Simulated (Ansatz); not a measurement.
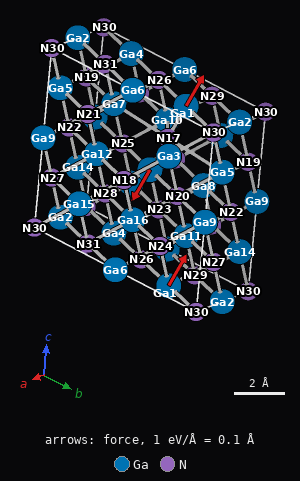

Starting geometry of a defect cell of composition Ga16N15 (started half-way along a vacancy jump, in the symmetry of that start) with the computed forces as red arrows. A ball-and-stick model of the cell of the calculation (origin shifted), seen slightly off an axis.

Level of theory: DFT PBE, scalar-relativistic, plane waves, PAW in Ansatz.

The input:
```yaml
crystal:
  lattice:
    - [-4.2682623548, 4.2682623548, -4.2682623548]
    - [4.2682623548, 4.2682623548, 4.2682623548]
    - [4.2682623548, -4.2682623548, -4.2682623548]
  atoms:
    - { symbol: Ga, position: [0.25, 0.75, 0.0] }
    - { symbol: Ga, position: [0.0, 0.0, 0.0] }
    - { symbol: Ga, position: [0.5, 0.75, 0.75] }
    - { symbol: Ga, position: [0.75, 0.25, 0.0] }
    - { symbol: Ga, position: [0.25, 0.0, 0.75] }
    - { symbol: Ga, position: [0.5, 0.5, 0.0] }
    - { symbol: Ga, position: [0.0, 0.25, 0.75] }
    - { symbol: Ga, position: [0.75, 0.75, 0.5] }
    - { symbol: Ga, position: [0.5, 0.0, 0.5] }
    - { symbol: Ga, position: [0.75, 0.5, 0.75] }
    - { symbol: Ga, position: [0.0, 0.75, 0.25] }
    - { symbol: Ga, position: [0.25, 0.25, 0.5] }
    - { symbol: Ga, position: [0.0, 0.5, 0.5] }
    - { symbol: Ga, position: [0.75, 0.0, 0.25] }
    - { symbol: Ga, position: [0.5, 0.25, 0.25] }
    - { symbol: Ga, position: [0.25, 0.5, 0.25] }
    - { symbol: "N", position: [0.125, 0.625, 0.75] }
    - { symbol: "N", position: [0.5, 0.5, 0.5] }
    - { symbol: "N", position: [0.75, 0.0, 0.75] }
    - { symbol: "N", position: [0.25, 0.75, 0.5] }
    - { symbol: "N", position: [0.5, 0.25, 0.75] }
    - { symbol: "N", position: [0.0, 0.0, 0.5] }
    - { symbol: "N", position: [0.75, 0.5, 0.25] }
    - { symbol: "N", position: [0.5, 0.75, 0.25] }
    - { symbol: "N", position: [0.75, 0.25, 0.5] }
    - { symbol: "N", position: [0.0, 0.5, 0.0] }
    - { symbol: "N", position: [0.25, 0.0, 0.25] }
    - { symbol: "N", position: [0.0, 0.25, 0.25] }
    - { symbol: "N", position: [0.75, 0.75, 0.0] }
    - { symbol: "N", position: [0.5, 0.0, 0.0] }
    - { symbol: "N", position: [0.25, 0.25, 0.0] }
basis:
  ecutwfc: 420
kpoints:
  mp_grid: { grid: [4, 4, 4] }
hamiltonian:
  xc: pbe
scf:
  occupations: { method: gaussian, width: 0.05 }
output:
  forces: true
  stress: true
  eigenvalues: true
  write_density: true
  write_potential: true
  elf: true
  volumetric_format: npy
relax:
  adjacent_minimum: "off"
  f_tol: 0.02
  max_steps: 60
  escape_saddle: false
```

Launched with:
```bash
ansatz run input.yaml --threads 4 --pin off --max-ram 2560MiB --backend cpu --events-out ev --progress --plain --runs-dir out
```

### Is this structure relaxed? If not, where do the atoms go?

It isn't relaxed: the largest force vector, on Ga atoms, is 15.55 eV/Å. The final displacements follow the starting forces only in part (cosine between the two patterns 0.73). The largest moves, 0.30 Å, are those of Ga1 and Ga13. Ga13 goes along [−1 −1 −2]. By element the largest moves are Ga 0.30 Å, N 0.16 Å. The cell doesn't change. Near-neighbour distances that change, for instance: Ga13–N17 1.509 → 1.809 Å, Ga13–N23 2.134 → 1.935 Å, Ga4–N23 2.134 → 2.325 Å, Ga13–N20 2.134 → 2.298 Å. Among the angles between lasting bonds that change: N24–Ga1–N27 90.0° → 110.1°, Ga1–N27–Ga12 180.0° → 165.2°, N26–Ga1–N30 180.0° → 167.4°. Over 5 geometry steps the energy falls by 4.288 eV per cell of the calculation. Largest force component: 11 eV/Å at the start, 0.0043 eV/Å at the end.

Limits of the set-up: the cell has an odd number of electrons but was run without spin polarisation; the periodic images lie only 7.4 Å apart, so the values are limited by the cell's size.
